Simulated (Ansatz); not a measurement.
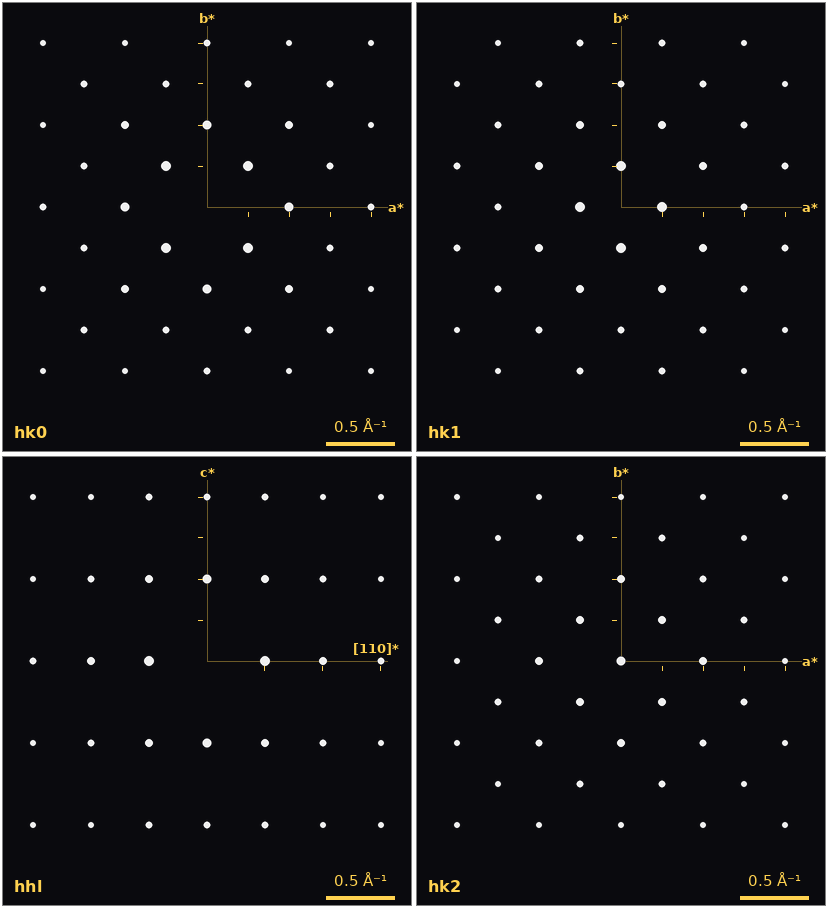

Four undistorted layers of reciprocal space, calculated for a single crystal (X-rays, kinematic |F|², B = 0.5 Å²). Tick marks count the reciprocal lattice steps of the conventional cell along each axis.

> What cell do the layers give?

a* = 0.305, b* = 0.305, c* = 0.305 Å⁻¹; the cell is cubic with a = 3.28 Å.

> Which reflection conditions do the layers show?

Reflections are present only under these conditions. hkl: h + k + l = 2n; hk0: h + k = 2n; hhl: l = 2n; h00: h = 2n. The lattice is body-centred (I).

> Which space groups fit?

The intensities have Laue symmetry m-3m (the hk0 layer shows 4mm, hk1 shows 4mm). With these conditions the candidates are I432 (No. 211), I-43m (No. 217), Im-3m (No. 229). Diffraction geometry alone does not choose among them; the structure has Im-3m. The compound is Ti. Structure: the input geometry of an electronic-structure calculation (not necessarily at equilibrium); the starting structure was generated, so it need not be a known form of this composition.
